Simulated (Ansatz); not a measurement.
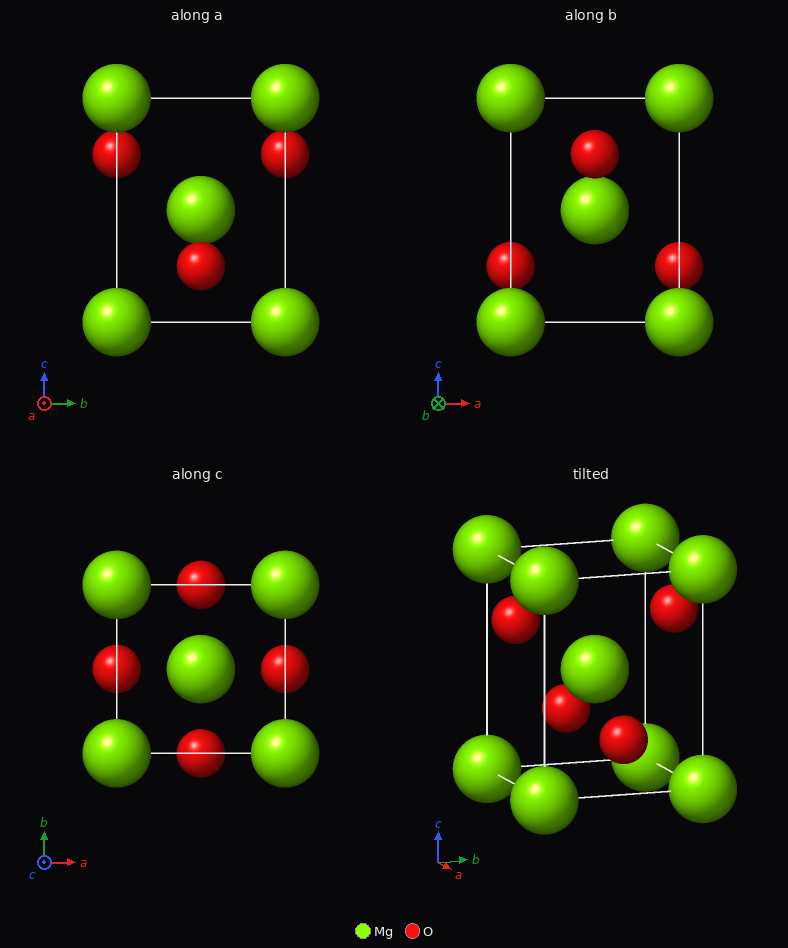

Shown here is a spheres-only view of the crystal, taken along the a axis, along the b axis, along the c axis and slightly off an axis. One conventional unit cell is outlined, and atoms on its boundary appear in each equivalent place.

Lattice parameters: a = 3.2272 Å, b = 3.2272 Å, c = 4.2915 Å, α = 90.000°, β = 90.000°, γ = 90.000°.

> Write down what is shown as a CIF in P1 with every atom of the cell.

```cif
data_structure
_symmetry_space_group_name_H-M 'P 1'
_symmetry_Int_Tables_number 1
_cell_length_a 3.2272
_cell_length_b 3.2272
_cell_length_c 4.2915
_cell_angle_alpha 90.000
_cell_angle_beta 90.000
_cell_angle_gamma 90.000
_cell_volume 44.70
loop_
_atom_site_label
_atom_site_type_symbol
_atom_site_fract_x
_atom_site_fract_y
_atom_site_fract_z
_atom_site_occupancy
Mg1 Mg 0.0000 0.0000 0.0000 1
O1 O 0.0000 0.5000 0.2500 1
Mg2 Mg 0.5000 0.5000 0.5000 1
O2 O 0.5000 0.0000 0.7500 1
```

The cell started as a structure type filled with these elements by a generator (whether the compound takes this form wasn't checked). The cell was then strained or its atoms displaced on purpose. Ansatz was used for an electronic-structure calculation on it.

At this level of theory the cell isn't at rest (compressed, at 13 GPa), so its distances can differ from those at equilibrium, the more so the softer the solid.
